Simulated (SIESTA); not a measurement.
# SiC: 7 runs along one coordinate

System: SiC (P6₃mc, 8 atoms in the cell).
Method: Kohn-Sham DFT of a periodic cell, xPBE, PseudoDojo 0.4 standard NC, numerical atomic orbitals, no spin polarisation (SIESTA 5.4.2).

The 7 runs differ only in the geometry, by an even scaling of the cell at fixed fractional positions. The structure derives from a Materials Project entry.

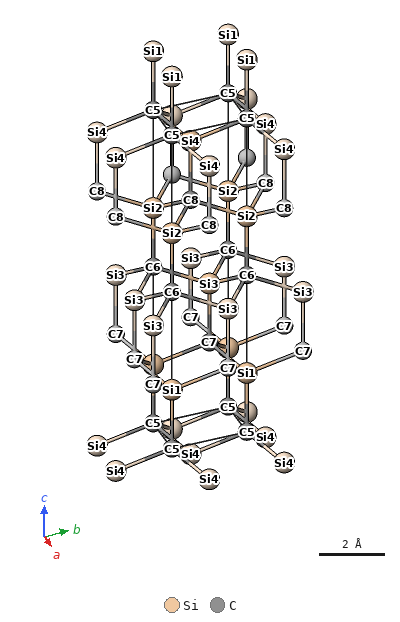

Figure 1. The structure of run 4 (ball-and-stick view of the cell of the calculation, seen slightly off an axis; neighbours outside the cell are drawn fainter; atoms are numbered from 1 in the order of the input).

### Input of run 4
```
SystemName                      SiC
SystemLabel                     SiC
NumberOfSpecies                 2
NumberOfAtoms                   8
%block ChemicalSpeciesLabel
  1  14 Si
  2   6 C
%endblock ChemicalSpeciesLabel

LatticeConstant                 1.0 Ang
%block LatticeVectors
     3.0756941497     0.0000000000     0.0000000000
    -1.5378470748     2.6636292679     0.0000000000
     0.0000000000     0.0000000000    10.0706464800
%endblock LatticeVectors
AtomicCoordinatesFormat         Fractional
%block AtomicCoordinatesAndAtomicSpecies
     0.0000000000     0.0000000000     0.1878943800  1  Si
     0.0000000000     0.0000000000     0.6878943800  1  Si
     0.3333333333     0.6666666667     0.4378419800  1  Si
     0.6666666667     0.3333333333     0.9378419800  1  Si
     0.0000000000     0.0000000000     0.0004600500  2  C
     0.0000000000     0.0000000000     0.5004600500  2  C
     0.3333333333     0.6666666667     0.2498025900  2  C
     0.6666666667     0.3333333333     0.7498025900  2  C
%endblock AtomicCoordinatesAndAtomicSpecies

%block kgrid.MonkhorstPack
   10   0   0  0.0
    0  10   0  0.0
    0   0   3  0.0
%endblock kgrid.MonkhorstPack
%block XC.Mix
  2
  GGA LIBXC-00-GGA_X_XPBE 1.0 0.0
  GGA LIBXC-00-GGA_C_XPBE 0.0 1.0
%endblock XC.Mix
PAO.BasisSize                   DZP
PAO.EnergyShift                 0.002 Ry
Mesh.Cutoff                     500 Ry
OccupationFunction              FD
ElectronicTemperature           0.05 eV
MaxSCFIterations                120
SCF.MustConverge                false
SCF.Mixer.Method                Pulay
SCF.Mixer.Weight                0.25
SCF.Mixer.History               8
SCF.DM.Tolerance                5.0e-05
SCF.H.Tolerance                 1.0e-03 eV
WriteForces                     true
Charge.Mulliken                 end
```

Command:
```bash
siesta SiC.fdf > SiC.out 2>&1
```

Run 6 differs from it as follows:
```diff
-     3.0756941497     0.0000000000     0.0000000000
-    -1.5378470748     2.6636292679     0.0000000000
-     0.0000000000     0.0000000000    10.0706464800
+     3.1161684510     0.0000000000     0.0000000000
+    -1.5580842255     2.6986810411     0.0000000000
+     0.0000000000     0.0000000000    10.2031701838
```

### Results, with one run withheld

| run | volume per atom (Å³) | free energy per atom, from the lowest run given (meV) | pressure (GPa) | gap on the mesh (eV) |
| --- | --- | --- | --- | --- |
| 1 | 9.694 | 68.23 | 24.57 | 2.26 |
| 2 | 9.900 | 40.58 | 18.48 | 2.26 |
| 3 | 10.107 | 20.50 | 12.85 | 2.26 |
| 4 | 10.313 | 7.22 | 7.90 | 2.26 |
| 5 | 10.519 | 0.00 | 3.36 | 2.26 |
| 6 | 10.726 | ? | ? | ? |
| 7 | 10.932 | 2.15 | −4.68 | 2.25 |

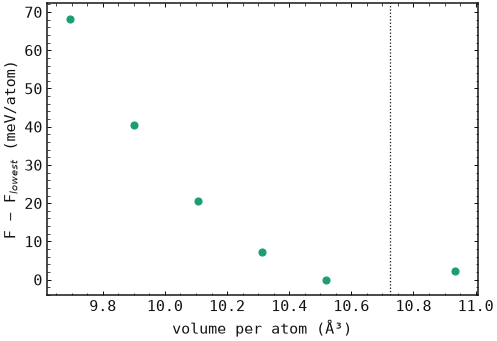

Figure 2. Free energy per atom of the runs given; the dotted line marks run 6.

What should run 6 give?

A cubic polynomial in V^(−2/3) (the Birch–Murnaghan form), fitted to the 6 runs given, misses them by at most 0.06 meV per atom. With x = V^(−2/3) − 0.21219 Å⁻², it reads F = 11.7 + 4427.4 x + 3.6808e+05 x² − 1.0805e+05 x³ (meV per atom). At run 6 it gives −1.46 meV per atom, and the run itself gives −1.52. The slope of the fit gives a pressure −dF/dV of −0.88 GPa there, and the run prints −0.91 GPa. The fit has its minimum at 10.681 Å³ per atom, where V d²F/dV² gives 210 GPa. Cell shape and fractional positions are held, so this is the stiffness under even scaling; the relaxed bulk modulus wasn't computed.

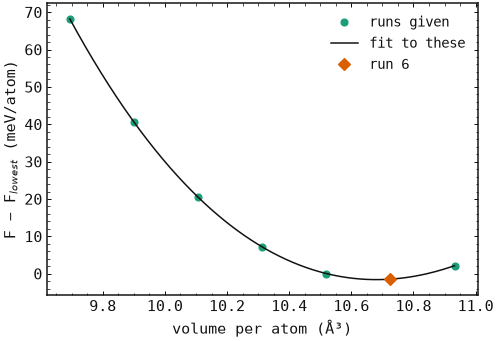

Figure 3. The fit and the withheld run.

### Some lines of the output (run 6)
```
[...]
outcell: Cell volume (Ang**3)        :     85.8040
stepf: Fermi-Dirac step function
siesta: Etot    =     -1107.862781
siesta: FreeEng =     -1107.862781
        iscf     Eharris(eV)        E_KS(eV)     FreeEng(eV)     dDmax    Ef(eV) dHmax(eV)
siesta: E_KS(eV) =            -1115.7554
siesta: E_KS - E_eggbox =     -1115.7554
siesta: Etot    =     -1115.755428
siesta: FreeEng =     -1115.755428
siesta:         Fermi =      -5.961533
siesta: Cell volume =         85.804016 Ang**3
    Orbital volume contribution        =           7.907599 eV
```

Notes on the run: xc_check: WARNING: Pseudopotential generated with GGA PBE functional. With a small basis of atomic orbitals these values can differ much from converged plane-wave results.
